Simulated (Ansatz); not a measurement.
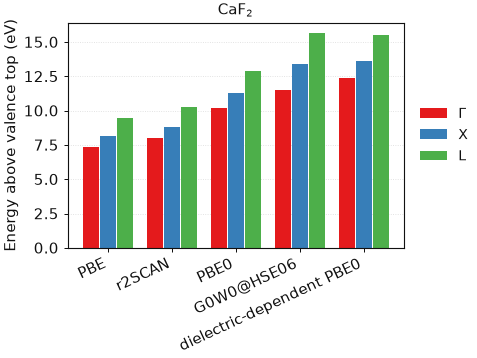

Lowest conduction level at each named k point, counted from the valence-band top at X, by several methods on one cell of fluorite-type CaF₂, space group Fm-3m (No. 225), 3 atoms in the primitive cell, relaxed with r2SCAN; cubic a = 5.439 Å. All runs are without spin-orbit coupling and carry no moments.

```
                   method  program  Γ (eV)  X (eV)  L (eV)
                      PBE   Ansatz    7.38    8.16    9.44
                   r2SCAN   Ansatz    8.03    8.79   10.24
                     PBE0   Ansatz   10.21   11.29   12.89
               G0W0@HSE06   Ansatz   11.52   13.39   15.63
dielectric-dependent PBE0   Ansatz   12.40   13.65   15.51
```

**One method is left out: G0W0@PBE0. Predict its row. It was run as: PBE0, Ansatz PAW set, 6×6×6 k mesh, 420 eV cutoff, fixed occupations (Ansatz), G0W0 with empty bands 220, screening cutoff 180 eV and frequency treatment contour deformation.**

It starts from PBE0, whose row gives 10.21 eV at Γ. G0W0@PBE0 gives 11.75 eV at Γ, 13.62 eV at X and 15.89 eV at L, which is +1.54 eV from PBE0 at Γ.

**Does G0W0@PBE0 shift these levels rigidly from PBE0?**

The shifts are +1.54 eV at Γ, +2.33 eV at X and +3.00 eV at L: a spread of 1.46 eV on a mean of 2.29 eV, so one shift doesn't describe them.

**How do the methods rank at Γ?**

From low to high: PBE 7.38, r2SCAN 8.03, PBE0 10.21, G0W0@HSE06 11.52, G0W0@PBE0 11.75, dielectric-dependent PBE0 12.40 eV.

Settings. PBE: Ansatz PAW set, 8×8×8 k mesh, 420 eV cutoff, Fermi-Dirac smearing of 0.02 eV (Ansatz 0.2.0). r2SCAN: Ansatz PAW set, 8×8×8 k mesh, 500 eV cutoff, fixed occupations (Ansatz 0.2.0). PBE0: Ansatz PAW set, 6×6×6 k mesh, 420 eV cutoff, fixed occupations (Ansatz 0.2.0). G0W0@HSE06: HSE06, Ansatz PAW set, 6×6×6 k mesh, 420 eV cutoff, fixed occupations (Ansatz), G0W0 with empty bands 220, screening cutoff 180 eV and frequency treatment contour deformation. dielectric-dependent PBE0: Ansatz PAW set, 6×6×6 k mesh, 420 eV cutoff, fixed occupations (Ansatz 0.2.0).

These are six of the 11 methods that were run on this cell. r2SCAN, PBE0, G0W0@HSE06, G0W0@PBE0 and dielectric-dependent PBE0: the PAW data sets were made with another functional. LDA, GGA and most meta-GGA functionals understate gaps. The GW values are at finite bands, cutoffs and mesh, short of the basis limit.
